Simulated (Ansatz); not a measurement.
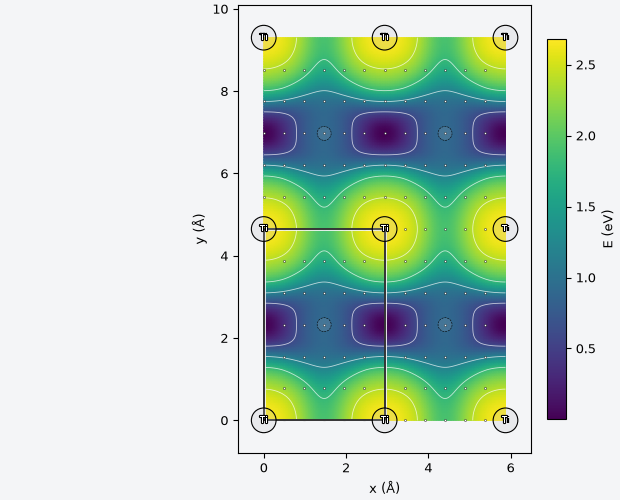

Si on a Ti(100) slab cut from the P6_3/mmc phase, its upper half relaxed before the scan (12 atoms of substrate and one adsorbate in a 2 × 1 cell). 
- Si is moved over the surface cell; relaxed at each place: the height of the adsorbate's atoms; substrate rigid; the origin of the map has the adsorbate above Ti11.
- Places are given modulo a cell vector. The map is drawn in real space over the plane of the surface.
- The scan uses a 6 × 6 grid; 16 points were computed and 20 follow by symmetry.
- Places are given in fractions of the 1 × 1 surface cell.
- Energies: eV, counted from the lowest grid point.
- Level of theory: Ansatz, DFT PBE, scalar-relativistic, plane waves, PAW. Settings: cutoff 420 eV, k-mesh 5×6×1, gaussian smearing 0.1 eV, no spin polarisation.

In the figure: a smooth colour map with a few white contour lines, dots at the grid points, labelled circles for the atoms of the top layer and small ones for the second layer, the outline of one cell of the 2 × 2 shown. Between grid points the surface is interpolated.

The lowest grid point is at the trough between two rows of top atoms, (0/6, 3/6) of the cell vectors. The highest grid point, the top site over a surface Ti atom, (0/6, 0/6) of the cell vectors, lies 2.68 eV above the lowest. On the interpolated surface the easiest way out of the lowest well to its copy in the next cell or period passes a barrier of about 0.9 eV. At the lowest point the adsorbate has 2 Ti at 2.51 Å as nearest neighbours, at the highest 1 Ti at 2.39 Å. Its relaxed height above the top atom is 1.24 Å at the lowest and 2.39 Å at the highest point.

Si is replaced by S; all else is set up alike.

Q: How does the landscape change?

A: The lowest place stays at the trough between two rows of top atoms, (0/6, 3/6) of the cell vectors. The span from the lowest to the highest grid point shrinks from 2.68 to 1.78 eV. The easiest pass out of the lowest well goes from about 0.9 to about 0.76 eV on the interpolated surfaces. Higher wells of the new map: (3/6, 1/6) of the cell vectors [nearest 2 Ti at 2.30 Å], 0.50 eV up (that grid point lay 1.66 eV up before). In the new map: at the lowest point the adsorbate has 2 Ti at 2.40 Å as nearest neighbours, at the highest 1 Ti at 2.13 Å. Its relaxed height above the top atom is 1.10 Å at the lowest and 2.13 Å at the highest point.

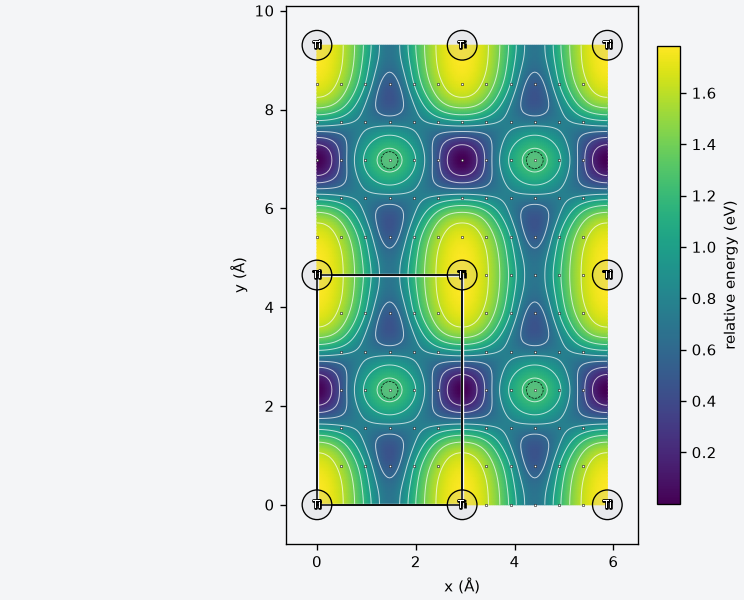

The map after the change, on a colour scale of its own. The picture shows a smooth colour map with a few white contour lines, dots at the grid points, labelled circles for the atoms of the top layer and small ones for the second layer, the outline of one cell of the 2 × 2 shown. Between grid points the surface is interpolated.

PAW datasets: the set soft_1.
